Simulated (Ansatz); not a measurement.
La5O

Input

```
crystal:
  lattice:
    - [5.394475583, 0.0, 0.0]
    - [-2.6972377915, 4.671752895, 0.0]
    - [0.0, 0.0, 6.7283984581]
  atoms:
    - { symbol: La, position: [0.0, 0.0, 0.5] }
    - { symbol: La, position: [0.3333333333, 0.6666666667, 0.7739447338] }
    - { symbol: La, position: [0.6666666667, 0.3333333333, 0.7739447338] }
    - { symbol: La, position: [0.6666666667, 0.3333333333, 0.2260552662] }
    - { symbol: La, position: [0.3333333333, 0.6666666667, 0.2260552662] }
    - { symbol: O, position: [0.0, 0.0, 0.0] }
basis:
  ecutwfc: 420
kpoints:
  mp_grid: { grid: [12, 12, 6] }
hamiltonian:
  xc: pbe
scf:
  occupations: { method: gaussian, width: 0.1 }
output:
  forces: true
  stress: true
  eigenvalues: true
  write_density: true
  write_potential: true
  elf: true
  volumetric_format: npy
relax:
  adjacent_minimum: "off"
  f_tol: 0.01
  max_steps: 80
  cell: { stress_tol: 0.05 }
```

Command:

```sh
ansatz run input.yaml --threads 1 --pin off --max-ram 2560MiB --backend cpu --events-out ev --progress --plain --runs-dir out
```

Below, planes, directions and counts refer to the conventional cell (a = 5.36 Å, b = 5.36 Å, c = 6.78 Å, α = 90.00°, β = 90.00°, γ = 120.00°).

The fields are those of the run's last geometry, not of the input's.

Space group P6/mmm; a structure generated by program, which may or may not match a known phase; computed without spin polarisation.

These are results of Ansatz, DFT PBE, scalar-relativistic, plane waves, PAW, not measurements.

Q: What will maps of the valence pseudo-density and electron localisation function show?

A: La–O (3.39 Å): ρ at the midpoint is about 0.07 e/Å³; the ELF is about 0.05 at the midpoint; no localised pair shows between them.

Q: Does the calculation make it a metal, or give it a gap?

A: It is metallic or semimetallic at this level of theory: no gap opens.

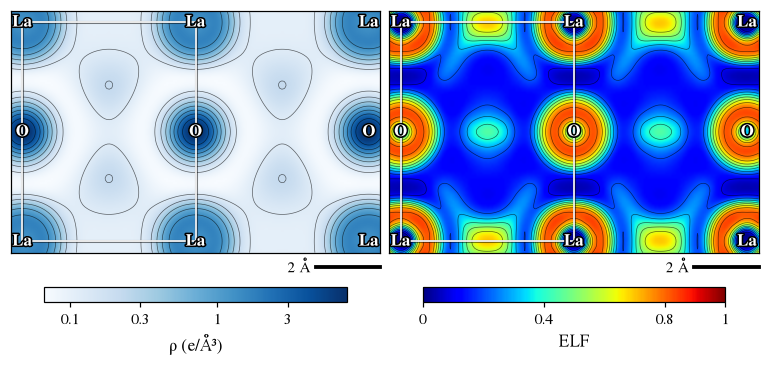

Computed valence pseudo-density and electron localisation function on the (100) plane of the conventional cell, in this order. 
